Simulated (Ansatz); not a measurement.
The calculation's input:

```
crystal:
  lattice:
    - [2.51266, -4.255227, 0.0]
    - [2.51266, 4.255227, 0.0]
    - [0.0, 0.0, 8.676589]
  atoms:
    - { symbol: K, position: [0.5, 0.5, 0.5] }
    - { symbol: K, position: [0.5, 0.5, 0.0] }
    - { symbol: I, position: [0.84023, 0.15977, 0.25] }
    - { symbol: I, position: [0.15977, 0.84023, 0.75] }
total_charge: 0.25
basis:
  ecutwfc: 420
  fft_grid_basis: typed
kpoints:
  mp_grid: { grid: [8, 8, 4] }
hamiltonian:
  xc: pbe
  pseudopotentials: { kind: paw }
scf:
  occupations: { method: gaussian, width: 0.05 }
output:
  forces: true
  stress: true
  eigenvalues: true
  bader: true
  write_density: true
  volumetric_format: npy
```

Command:

```sh
ansatz run input.yaml --threads 1 --pin off --max-ram 2560MiB --backend cpu --events-out ev --progress --plain --runs-dir out
```

The picture shows the conventional cell (a = 5.03 Å, b = 8.51 Å, c = 8.68 Å, α = 90.00°, β = 90.00°, γ = 90.00°).

Space group Cmcm. The cell comes from a database of computed structures, not from a measurement.

Computed with DFT PBE, scalar-relativistic, plane waves, PAW (Ansatz).

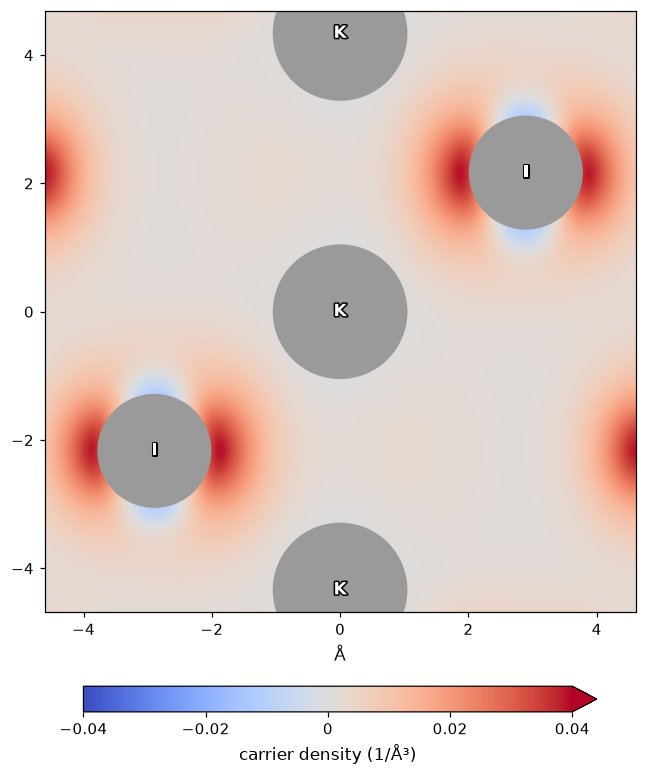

KI. Where the hole sits when 0.25 electron is taken from the 4-atom cell of the calculation (uniform compensating background, atoms fixed); the change of density for each carrier, counted positive where the carrier is: a map on the (100) plane of the conventional cell, with grey discs over the atomic cores. Cores are masked to 1.0 Å (K) and 0.9 Å (I).

Core electrons are frozen (PAW), so the fields are smoothed inside the atomic spheres.

Question: Where does the doped charge go?

Answer: Summed over atomic cells sized by the Bader volumes, the hole divides as I about 90 % and K about 10 %; the most favoured element is I, which fills 75 % of the volume.
- Over the whole cell, outside the cores, it is densest 1.1 Å from an iodine nucleus.
- The counter-flow of charge adds up to under 0.1 e for each carrier.
- These are shares of the net change, screening included; the states that take the carrier can be more concentrated.
- This is very heavy doping, far beyond the dilute limit.

Run times: 58 s (hole) and 67 s (base cell), on 1 thread of Arm Neoverse N1, with other jobs on the host.
